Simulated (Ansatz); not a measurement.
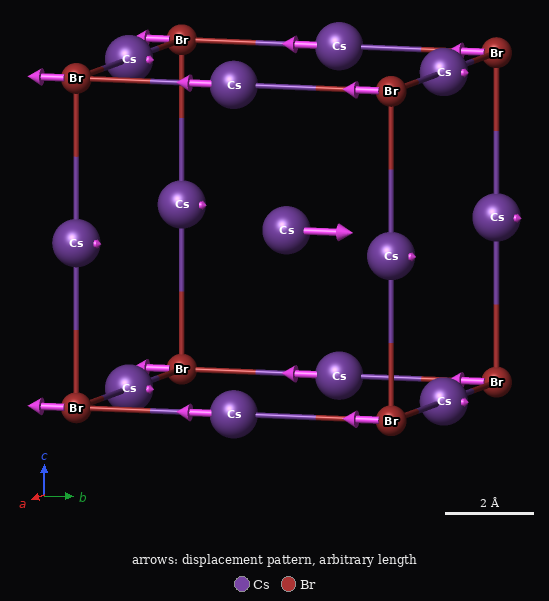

Phonons of crystalline Cs4Br (a generated structure), at the zone centre. The optical levels lie at 24 (×3), 27 (×3), 40 (×3), 48 (×3) cm⁻¹. One mode is drawn. The pink arrows are the displacements of the atoms (eigenvector over the root of the mass), of arbitrary overall length and sign. A ball-and-stick model of the cell of the calculation, seen slightly off an axis.

Computed with Ansatz 0.2.0, DFT PBE, scalar-relativistic, plane waves, PAW. Settings: plane-wave cutoff 420 eV; k-point mesh 6 × 6 × 6; occupations fermi dirac; smearing width 0.15 eV; no spin polarisation.

The frequencies depend somewhat on the k-mesh and the smearing.

**Which of these frequencies is the drawn mode's?**

The level at 24 cm⁻¹. This is the T₁u mode (triply degenerate; one member of the set is drawn), the lowest optical level, infrared-active by symmetry. All motion is along b; it mainly bends the Br–Cs bonds; the kinetic energy is shared as Cs 83 %, Br 17 %. The crystal is a metal, so free carriers screen the infrared response.
